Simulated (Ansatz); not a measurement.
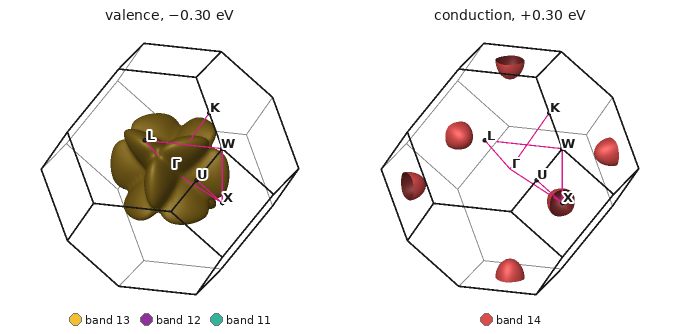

MgSe (Fm-3m): constant-energy surfaces at both band edges (energies from each edge).

Computed with DFT PBE, scalar-relativistic, plane waves, PAW; levels and slopes on a dense k mesh at the converged density in Ansatz 0.2.0. No spin polarisation. k mesh for the levels: 34×34×34. The geometry was not relaxed.

Masses come from a second pass at points close to the extrema; at the energies drawn a band may no longer be parabolic.

Question: Is the gap direct or indirect, and how large does the calculation make it?

Answer: The gap is indirect, 1.82 eV at this level of theory (semilocal functionals give gaps that are too small, and can reorder valleys that lie close).

Question: Give the valleys and their effective masses.

Answer: Valence band (extrema up to 0.30 eV from the edge): one maximum at Γ, three bands meeting there, with masses of 0.17 and 0.79 mₑ among them, each the same along x, y and z. Band 13 forms the valence edge; band 12 meets it there and band 11 meets it there.
Conduction band (extrema up to 0.30 eV from the edge): three equivalent minima at X, principal masses 0.24, 0.24 and 0.48 mₑ. Band 14 forms the conduction edge.

Where one band's surface lies inside another's, the outer one hides all or part of it.

Spin-orbit coupling, left out here, can change the gap, its kind, the place of the band edges and the masses, since the compound holds Se.

Cost: 33 s on 1 thread of Arm Neoverse V1, with other jobs on the host, peak memory 0.6 GiB.
